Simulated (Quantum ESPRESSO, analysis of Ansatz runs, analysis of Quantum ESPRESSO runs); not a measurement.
# Local vibrational mode of the vacancy with two H in Ge (PBE) (Quantum ESPRESSO)

Subject: vacancy with two H in Ge. Wanted: its local vibrational mode, in one set-up (PBE, GBRV 1.5 PBE, 32-site cell, PBE lattice, k: the single point 1/4 1/4 1/4, the defect atoms alone displaced). The model is a cell of 32 host atoms with 1 Ge taken out and 2 H put in. The frequencies come from the force constants of the defect atoms alone, with every neighbour held at rest.

What was measured. Upper Ge-H stretch: 1992.6 cm⁻¹ at 9 K, by FTIR absorption, uniaxial stress, isotope substitution (“Hydrogen-Related Defects in Proton-Implanted Silicon and Germanium: An Infrared Absorption Spectroscopy Study”, 1998, Michael Budde, 1998 (PhD thesis, University of Aarhus)). Lower Ge-H stretch: 1979.5 cm⁻¹ at 9 K, by FTIR absorption, uniaxial stress, isotope substitution (“Hydrogen-Related Defects in Proton-Implanted Silicon and Germanium: An Infrared Absorption Spectroscopy Study”, 1998, Michael Budde, 1998 (PhD thesis, University of Aarhus)). The calculation is set beside it at the end.

Method: Quantum ESPRESSO plane-wave DFT, PBE, GBRV 1.5 PBE potentials; relaxation of all atoms of a defect supercell, in Quantum ESPRESSO 7.5.

## (1) Set-up

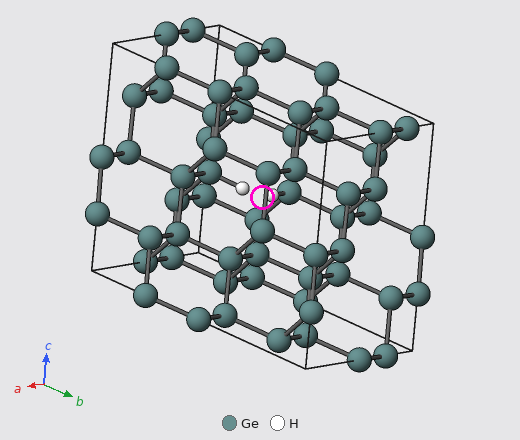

The starting structure, seen slightly off an axis (germanium teal, hydrogen white). A ring marks the centre wherever it is empty. Some periodic images of atoms are drawn too.

The cell holds 33 atoms: 31 Ge and 2 H. Cell: a = 9.968 Å, b = 9.968 Å, c = 9.968 Å, α = 109.5°, β = 109.5°, γ = 109.5°. It derives from Ge (space group Fd-3m). Nearest the centre at fractional (0.500, 0.500, 0.500): H33 at 0.92 Å, H32 at 0.93 Å, Ge25 at 2.48 Å, Ge31 at 2.49 Å, Ge22 at 2.50 Å, Ge26 at 2.51 Å, Ge8 at 4.05 Å, Ge13 at 4.05 Å.

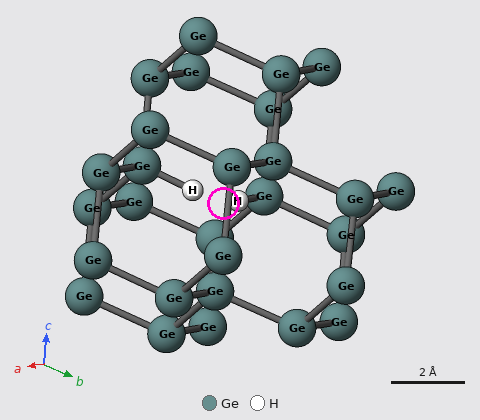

The atoms within 5 Å of the centre. A ring marks the centre wherever it is empty.

The host's primitive cell comes from a first run (Quantum ESPRESSO plane-wave DFT, PBE, GBRV 1.5 PBE potentials; relaxation of cell and atoms of a defect-free cell): vectors of 4.070, 4.070 and 4.070 Å. That is 23.83 Å³ an atom, 5.3 % over the diffraction cell's volume. The supercell is built on it.

## (2) Relaxation, charge 0

Every later number rests on the structure around the defect, so the atoms are relaxed at the host's lattice first.

pw.in reads:

```
&CONTROL
  calculation = 'relax'
  prefix = 'pwscf'
  outdir = './tmp'
  pseudo_dir = './pseudo'
  tprnfor = .true.
  disk_io = 'low'
  nstep = 70
  forc_conv_thr = 0.00039
  etot_conv_thr = 0.0001
/
&SYSTEM
  ibrav = 0
  nat = 33
  ntyp = 2
  ecutwfc = 45
  ecutrho = 360
  nbnd = 222
  occupations = 'smearing'
  smearing = 'fd'
  degauss = 0.00073499
  nosym = .true.
/
&ELECTRONS
  conv_thr = 3d-08
  electron_maxstep = 100
  mixing_beta = 0.5
/
&IONS
  ion_dynamics = 'bfgs'
/
ATOMIC_SPECIES
Ge    72.6300 ge_pbe_v1.4.uspp.F.UPF
H      1.0080 h_pbe_v1.4.uspp.F.UPF
CELL_PARAMETERS angstrom
  -5.7552132298    5.7552132298    5.7552132298
   5.7552132298   -5.7552132298    5.7552132298
   5.7552132298    5.7552132298   -5.7552132298
ATOMIC_POSITIONS crystal
Ge    -0.0012251750   -0.0023800266    0.4983002566
Ge     0.0014237615    0.2496369073    0.2516368700
Ge    -0.0011603532    0.4998596481    0.0012857044
Ge     0.0005145659    0.7508032413    0.7523324128
Ge     0.2494861915   -0.0003522918    0.2516712428
Ge     0.2487107990    0.2506851651   -0.0013613608
Ge     0.2506074523    0.5017361100    0.7521796546
Ge     0.2517167762    0.7496806059    0.4995561004
Ge     0.5016502755    0.0022836620    0.0018760517
Ge     0.5018684253    0.2517840615    0.7522451763
Ge     0.5021603574    0.7502362639    0.2513289439
Ge     0.7514807436    0.0020620663    0.7501754765
Ge     0.7496160632    0.2515790111    0.5014657422
Ge     0.7488138906    0.4987554444    0.2475434892
Ge     0.7498041887    0.7511371505   -0.0013122656
Ge     0.0006221620    0.0023684206    0.2509257667
Ge     0.0005509239    0.2522911647    0.0004874587
Ge    -0.0001909708    0.5011089052    0.7519527224
Ge     0.0002698333    0.7491144676    0.4980479673
Ge     0.2498829691    0.0001489311   -0.0019838791
Ge     0.2520479665    0.2521198625    0.7509869827
Ge     0.2485037694    0.4984065678    0.5003477291
Ge     0.2510218546    0.7521764178    0.2501367433
Ge     0.4983544364    0.0000696646    0.7507044342
Ge     0.5014745276    0.2520500889    0.5021966193
Ge     0.5002659496    0.4994107716    0.2480174907
Ge     0.5022834591    0.7513252034    0.0004821813
Ge     0.7502490543   -0.0018870696    0.5000762517
Ge     0.7490825569    0.2514530990    0.2497144518
Ge     0.7515812390    0.4991713360    0.0000839788
Ge     0.7482497635    0.7505569418    0.7492018412
H      0.4053135060    0.4977896742    0.4991939045
H      0.4990589691    0.4062380397    0.4975763842
K_POINTS crystal
1
0.25 0.25 0.25 1.0
```

The run is started by

```console
> OMP_NUM_THREADS=1 mpirun -n 4 pw.x -in pw.in > pw.out
```

The log of the run:

```text
This program is part of the open-source Quantum ESPRESSO suite
     for quantum simulation of materials; please cite
         "P. Giannozzi et al., J. Phys.:Condens. Matter 21 395502 (2009);
         "P. Giannozzi et al., J. Phys.:Condens. Matter 29 465901 (2017);
         "P. Giannozzi et al., J. Chem. Phys. 152 154105 (2020);
          URL
     in publications or presentations arising from this work. More details at

     Subspace diagonalization in iterative solution of the eigenvalue problem:
     one sub-group per band group will be used
     scalapack distributed-memory algorithm (size of sub-group:  2*  2 procs)

     --------------------
     sticks:   dense  smooth     PW     G-vecs:    dense   smooth      PW
     Min        2392    1199    319               148398    52470    7297
     Max        2393    1200    320               148399    52471    7300
     Sum        9569    4799   1279               593593   209883   29197

     Using Slab Decomposition

     bravais-lattice index     =            0
     lattice parameter (alat)  =      18.8374  a.u.
     unit-cell volume          =    5145.6572 (a.u.)^3
     number of atoms/cell      =           33
     number of atomic types    =            2
     number of electrons       =       436.00
     number of Kohn-Sham states=          222
     kinetic-energy cutoff     =      45.0000  Ry
     charge density cutoff     =     360.0000  Ry
     scf convergence threshold =      3.0E-08
     mixing beta               =       0.5000
     number of iterations used =            8  plain     mixing
     energy convergence thresh.=      1.0E-04
     force convergence thresh. =      3.9E-04
     Exchange-correlation=  SLA  PW   PBX  PBC
                           (   1   4   3   4   0   0   0)
     nstep                     =           70

     celldm(1)=  18.837398  celldm(2)=   0.000000  celldm(3)=   0.000000
     celldm(4)=   0.000000  celldm(5)=   0.000000  celldm(6)=   0.000000

     crystal axes: (cart. coord. in units of alat)
               a(1) = (  -0.577350   0.577350   0.577350 )
               a(2) = (   0.577350  -0.577350   0.577350 )
               a(3) = (   0.577350   0.577350  -0.577350 )

     reciprocal axes: (cart. coord. in units 2 pi/alat)
               b(1) = ( -0.000000  0.866025  0.866025 )
               b(2) = (  0.866025 -0.000000  0.866025 )
               b(3) = (  0.866025  0.866025  0.000000 )

     PseudoPot. # 1 for Ge read from file:
     ge_pbe_v1.4.uspp.F.UPF
     Pseudo is Ultrasoft + core correction, Zval = 14.0
     Generated by new atomic code, or converted to UPF format
     Using radial grid of  873 points,  6 beta functions with:
                l(1) =   0
                l(2) =   0
                l(3) =   1
                l(4) =   1
                l(5) =   2
                l(6) =   2
     Q(r) pseudized with  8 coefficients,  rinner =    1.400   1.400   1.400
                                                       1.400   1.400

     PseudoPot. # 2 for H  read from file:
     h_pbe_v1.4.uspp.F.UPF
     Pseudo is Ultrasoft, Zval =  1.0
     Generated by new atomic code, or converted to UPF format
     Using radial grid of  615 points,  2 beta functions with:
                l(1) =   0
                l(2) =   0
     Q(r) pseudized with  8 coefficients,  rinner =    0.700

     atomic species   valence    mass     pseudopotential
     Ge               14.00    72.63000     Ge( 1.00)
     H                 1.00     1.00800     H ( 1.00)

     No symmetry found

   Cartesian axes

     site n.     atom                  positions (alat units)
         1        Ge     tau(   1) = (   0.2870270   0.2883605  -0.2897753  )
         2        Ge     tau(   2) = (   0.2885885   0.0019767  -0.0003327  )
         3        Ge     tau(   3) = (   0.2900063  -0.2885217   0.2871819  )
         4        Ge     tau(   4) = (   0.8675387   0.0011800  -0.0005858  )
         5        Ge     tau(   5) = (   0.0010581   0.2895468  -0.0014649  )
         6        Ge     tau(   6) = (   0.0003539  -0.0019259   0.2891124  )
         7        Ge     tau(   7) = (   0.5792603   0.2892819   0.0000946  )
         8        Ge     tau(   8) = (   0.5759184   0.0009193   0.2897382  )
         9        Ge     tau(   9) = (  -0.2872263   0.2893926   0.2898633  )
        10        Ge     tau(  10) = (   0.2899227   0.5786952   0.0008125  )
        11        Ge     tau(  11) = (   0.2883315   0.0018781   0.5779667  )
        12        Ge     tau(  12) = (   0.0004369   0.8657911   0.0019441  )
        13        Ge     tau(  13) = (   0.0019796   0.5770632   0.2885189  )
        14        Ge     tau(  14) = (  -0.0014520   0.2872906   0.5773652  )
        15        Ge     tau(  15) = (   0.0000119  -0.0015272   0.8673265  )
        16        Ge     tau(  16) = (   0.1458803   0.1438639  -0.1431454  )
[...]
24        Ge     tau(  24) = (   0.1457346   0.7211043  -0.1456541  )
        25        Ge     tau(  25) = (   0.1459381   0.4339486   0.1451043  )
        26        Ge     tau(  26) = (   0.1426992   0.1436867   0.4339707  )
        27        Ge     tau(  27) = (   0.1440627  -0.1435059   0.7234929  )
        28        Ge     tau(  28) = (  -0.1455268   0.7229652   0.1433478  )
        29        Ge     tau(  29) = (  -0.1431338   0.4314792   0.4334868  )
        30        Ge     tau(  30) = (  -0.1456804   0.1457774   0.7220739  )
        31        Ge     tau(  31) = (   0.4338839   0.4312198   0.4327846  )
        32        H      tau(  32) = (   0.3416009   0.2348186   0.2331971  )
        33        H      tau(  33) = (   0.2336857   0.3408660   0.2353976  )

     number of k points=     1  Fermi-Dirac smearing, width (Ry)=  0.0007
                       cart. coord. in units 2pi/alat
        k(    1) = (   0.4330127   0.4330127   0.4330127), wk =   2.0000000

     Dense  grid:   593593 G-vectors     FFT dimensions: ( 120, 120, 120)

     Smooth grid:   209883 G-vectors     FFT dimensions: (  81,  81,  81)

     Initial potential from superposition of free atoms

     starting charge     435.9729, renormalised to     436.0000
     Starting wfcs are  281 randomized atomic wfcs

     Self-consistent Calculation

     iteration #  1     ecut=    45.00 Ry     beta= 0.50
     Davidson diagonalization with overlap
     ethr =  1.00E-02,  avg # of iterations =  2.0

     Threshold (ethr) on eigenvalues was too large:
     Diagonalizing with lowered threshold

     Davidson diagonalization with overlap
     ethr =  1.35E-04,  avg # of iterations =  2.0

     total energy              =   -6625.09903589 Ry
[...]
atom    7 type  1   force =    -0.00004233   -0.00013000    0.00005858
     atom    8 type  1   force =    -0.00019388    0.00007304   -0.00006597
     atom    9 type  1   force =    -0.00008422    0.00010132   -0.00011125
     atom   10 type  1   force =    -0.00014496   -0.00008830    0.00003695
     atom   11 type  1   force =     0.00000065   -0.00000678   -0.00001863
     atom   12 type  1   force =     0.00003481   -0.00002740   -0.00011970
     atom   13 type  1   force =    -0.00011184    0.00010211   -0.00020951
     atom   14 type  1   force =     0.00002402   -0.00017000   -0.00005355
     atom   15 type  1   force =    -0.00021272   -0.00000659    0.00008518
     atom   16 type  1   force =     0.00004160    0.00019725    0.00001855
[...]
Total force =     0.001588     Total SCF correction =     0.000098
     Energy error            =      6.5E-06 Ry
     Gradient error          =      4.7E-04 Ry/Bohr

     number of scf cycles    =  28
     number of bfgs steps    =  27

     energy             old  =   -6625.1309100941 Ry
     energy             new  =   -6625.1309165529 Ry

     CASE: energy            _new < energy            _old

     new trust radius        =       0.0034862157 bohr
     new conv_thr            =       0.0000000003 Ry

ATOMIC_POSITIONS (crystal)
Ge               0.0006696158        0.0008276689        0.5002696330
Ge              -0.0054737011        0.2476706259        0.2466853547
Ge               0.0011863889        0.5014045932        0.0002714829
Ge               0.0014652452        0.7534984686        0.7498079836
Ge               0.2474690953       -0.0052073544        0.2467242562
Ge               0.2593883368        0.2596895176        0.0141477724
Ge               0.2481199407        0.5013003201        0.7538744059
Ge               0.2507206919        0.7544945368        0.5003330795
Ge               0.5011957419        0.0014763258        0.0002210260
Ge               0.5011001581        0.2484295869        0.7538524947
Ge               0.5037926991        0.7525847487        0.2508436261
Ge               0.7532953906        0.0017183359        0.7498325205
Ge               0.7543330581        0.2509008108        0.5003196375
Ge               0.7523762121        0.5040353530        0.2508727546
Ge               0.7456444159        0.7458898352       -0.0139045211
Ge              -0.0006168418       -0.0003592062        0.2471636368
[...]
NEW-OLD atomic charge density approx. for the potential

     Self-consistent Calculation

     iteration #  1     ecut=    45.00 Ry     beta= 0.50
     Davidson diagonalization with overlap
     ethr =  1.00E-06,  avg # of iterations =  2.0

     Threshold (ethr) on eigenvalues was too large:
     Diagonalizing with lowered threshold

     Davidson diagonalization with overlap
     ethr =  1.96E-10,  avg # of iterations =  7.0

     total energy              =   -6625.13092086 Ry
     estimated scf accuracy    <       0.00000122 Ry

     iteration #  2     ecut=    45.00 Ry     beta= 0.50
     Davidson diagonalization with overlap
     ethr =  2.80E-10,  avg # of iterations =  4.0

     total energy              =   -6625.13092084 Ry
     estimated scf accuracy    <       0.00000104 Ry

     iteration #  3     ecut=    45.00 Ry     beta= 0.50
     Davidson diagonalization with overlap
     ethr =  2.38E-10,  avg # of iterations =  3.0

     total energy              =   -6625.13092100 Ry
     estimated scf accuracy    <       0.00000057 Ry

     iteration #  4     ecut=    45.00 Ry     beta= 0.50
     Davidson diagonalization with overlap
     ethr =  1.30E-10,  avg # of iterations =  3.0

     total energy              =   -6625.13092107 Ry
     estimated scf accuracy    <       0.00000012 Ry

     iteration #  5     ecut=    45.00 Ry     beta= 0.50
     Davidson diagonalization with overlap
     ethr =  2.78E-11,  avg # of iterations =  3.0

     total energy              =   -6625.13092109 Ry
     estimated scf accuracy    <          5.2E-09 Ry

     iteration #  6     ecut=    45.00 Ry     beta= 0.50
     Davidson diagonalization with overlap
     ethr =  1.20E-12,  avg # of iterations =  4.0

     total energy              =   -6625.13092109 Ry
     estimated scf accuracy    <          1.3E-09 Ry

     iteration #  7     ecut=    45.00 Ry     beta= 0.50
     Davidson diagonalization with overlap
     ethr =  2.89E-13,  avg # of iterations =  5.0

     total energy              =   -6625.13092109 Ry
     estimated scf accuracy    <          4.3E-10 Ry

     iteration #  8     ecut=    45.00 Ry     beta= 0.50
     Davidson diagonalization with overlap
     ethr =  1.00E-13,  avg # of iterations =  5.0

     End of self-consistent calculation

          k = 0.4330 0.4330 0.4330 ( 26284 PWs)   bands (ev):

[...]
-16.9026 -16.8864 -16.8857  -4.2299  -4.1891  -4.1676  -3.9442  -2.6466
    -2.5776  -2.5648  -2.5544  -2.5489  -2.5251  -2.5122  -2.4826  -2.4788
    -2.4722  -2.3901  -1.5051   0.0902   0.2006   0.2150   0.2314   0.2347
     0.2692   0.2712   0.2928   0.2977   0.3121   0.5517   1.7161   2.7792
     2.8602   2.9278   3.3744   3.7891   3.9443   3.9618   3.9811   3.9830
     3.9999   4.0237   4.0583   4.0667   4.1331   4.3823   4.5200   5.0322
     5.1672   5.2101   5.2282   5.2494   5.2522   5.2634   5.2651   5.2908
     5.3143   5.8056   5.9204   6.4717   6.6320   6.6523   6.6850   6.6911
     6.7108   7.0438   7.5421   8.0648   8.0947   8.1636

     the Fermi energy is     7.2856 ev

!    total energy              =   -6625.13092109 Ry
     estimated scf accuracy    <          2.9E-11 Ry
     smearing contrib. (-TS)   =      -0.00000000 Ry
     internal energy E=F+TS    =   -6625.13092109 Ry

     The total energy is F=E-TS. E is the sum of the following terms:
     one-electron contribution =   -4503.73155161 Ry
     hartree contribution      =    2641.73440288 Ry
     xc contribution           =   -1808.41434686 Ry
     ewald contribution        =   -2954.71942550 Ry

     convergence has been achieved in   8 iterations

     Forces acting on atoms (cartesian axes, Ry/au):

[...]
atom   26 type  1   force =    -0.00005961   -0.00000484    0.00005727
     atom   27 type  1   force =    -0.00026211   -0.00023517    0.00000381
     atom   28 type  1   force =     0.00001907   -0.00011855    0.00003942
     atom   29 type  1   force =    -0.00017978    0.00007938   -0.00014915
     atom   30 type  1   force =    -0.00004673   -0.00038055    0.00015228
     atom   31 type  1   force =     0.00000818    0.00028052    0.00017044
     atom   32 type  2   force =    -0.00007550    0.00006957   -0.00025003
     atom   33 type  2   force =     0.00012015   -0.00006012   -0.00031464

     Total force =     0.001270     Total SCF correction =     0.000025
     Energy error            =      4.5E-06 Ry
     Gradient error          =      3.8E-04 Ry/Bohr

     bfgs converged in  29 scf cycles and  28 bfgs steps
     (criteria: energy <  1.0E-04 Ry, force <  3.9E-04 Ry/Bohr)

     End of BFGS Geometry Optimization

     Final energy             =   -6625.1309210895 Ry

     File ./tmp/pwscf.bfgs deleted, as requested
Begin final coordinates

ATOMIC_POSITIONS (crystal)
[...]
Ge               0.5142756863        0.5145300458        0.2704408039
Ge               0.5014291092        0.7515190705       -0.0023447185
Ge               0.7529590593        0.0038956218        0.5004595408
Ge               0.7486348721        0.2512861682        0.2487860445
Ge               0.7512620864        0.5016147736       -0.0023284656
Ge               0.7427007971        0.7429989985        0.7285751723
H                0.3859083778        0.5018253810        0.5001286208
H                0.5018859314        0.3861511530        0.4999229264
End final coordinates

=------------------------------------------------------------------------------=
   JOB DONE.
=------------------------------------------------------------------------------=
```

Wall time 45 min (4 MPI ranks of Arm Neoverse V2, shared host); peak memory 3.3 GiB.

[end of part 1 of 2]

[Logs are printed without paths, hosts, clocks, repeated set-up lines and the standing remarks that a program may print on its own settings, such as how far it seeks lower states.]

[Hosts, paths, dates, database ids (printed as entryN), source tags and the programs' standing remarks are cut or masked in the printed files.]

[For some hosts the program warned that the k-mesh of the response run may be too coarse for force constants and the static dielectric constant; such warnings are not shown here.]
